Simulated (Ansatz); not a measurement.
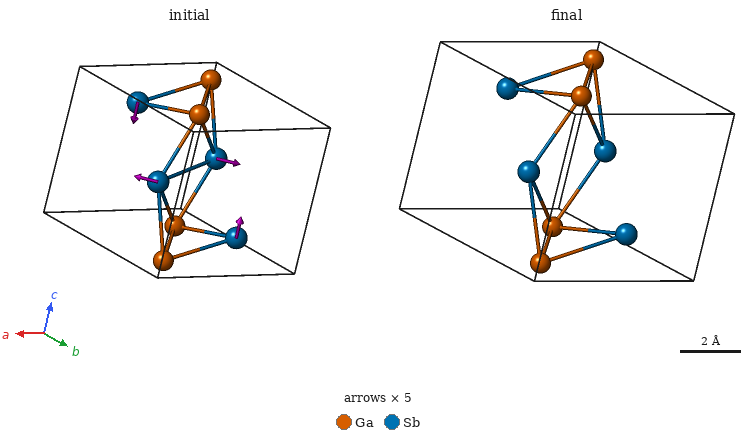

The structure of crystalline GaSb$_{2}$ (a generated structure, set up in I4/mcm) (coarse preliminary run) before (left) and after (right) a relaxation, at one scale. The purple arrows give the displacements (the part carried along by the change of the cell is left out), magnified 5 times.

The picture is a ball-and-stick view of the cell of the calculation, seen from a free direction.

Case: V → Ga on all its sites, cell and atoms relaxed.

Method: DFT PBEsol, scalar-relativistic, plane waves, PAW in Ansatz.

The input:
```yaml
crystal:
  lattice:
    - [-3.0969735145, 3.0969735145, 2.619234924]
    - [3.0969735145, -3.0969735145, 2.619234924]
    - [3.0969735145, 3.0969735145, -2.619234924]
  atoms:
    - { symbol: Ga, position: [0.25, 0.25, 0.0] }
    - { symbol: Ga, position: [0.75, 0.75, 0.0] }
    - { symbol: Sb, position: [0.6571991861, 0.1571991861, 0.8143983722] }
    - { symbol: Sb, position: [0.1571991861, 0.3428008139, 0.5] }
    - { symbol: Sb, position: [0.3428008139, 0.8428008139, 0.1856016278] }
    - { symbol: Sb, position: [0.8428008139, 0.6571991861, 0.5] }
basis:
  ecutwfc: 420
kpoints:
  mp_grid: { grid: [6, 6, 6] }
hamiltonian:
  xc: pbesol
scf:
  occupations: { method: gaussian, width: 0.1 }
output:
  forces: true
  stress: true
  eigenvalues: true
relax:
  adjacent_minimum: "off"
  f_tol: 0.05
  max_steps: 60
  cell: { stress_tol: 0.5 }
```

Launched with:
```bash
ansatz run input.yaml --threads 1 --pin off --max-ram 2560MiB --backend cpu --events-out ev --progress --plain --runs-dir out
```

### What changed between the two?

Over 7 accepted moves (9 points after the start) the energy falls by 841 meV per atom. The largest force component goes from 0.35 to 0.017 eV/Å. Pressure: 50.14 GPa at the start and −0.02 GPa at the end. The SCF was repeated twice at an unchanged geometry on a basis and grid sized afresh for the cell, which shifted the energy by 17.3 meV per atom at most. The largest moves relative to the cell, 0.17 Å, are those of Sb3, Sb4, Sb5 and Sb6. Sb6 goes along [1 −1 0]. Ga stays in place. The drawn cell changes as follows: a = b = c 5.103 → 5.826 Å (+14.2 %), α 105.3° → 102.8°, β 105.3° → 102.8°, γ 118.2° → 123.8°; the volume changes by +44.3 %. Near-neighbour distances that change, for instance: Sb3–Sb5 3.083 → 3.550 Å, Ga1–Sb3 2.678 → 3.123 Å, Sb3–Sb5 (another image) 2.754 → 2.888 Å, Ga1–Ga2 2.619 → 2.745 Å. Among the angles between lasting bonds that change: Ga1–Sb4–Ga1 144.7° → 137.8°, Ga1–Sb4–Sb6 107.7° → 111.1°. The space group stays I4/mcm (No. 140). Cost: 110 s on 1 thread of Arm Neoverse V2, with other jobs on the host, peak memory 0.5 GiB.
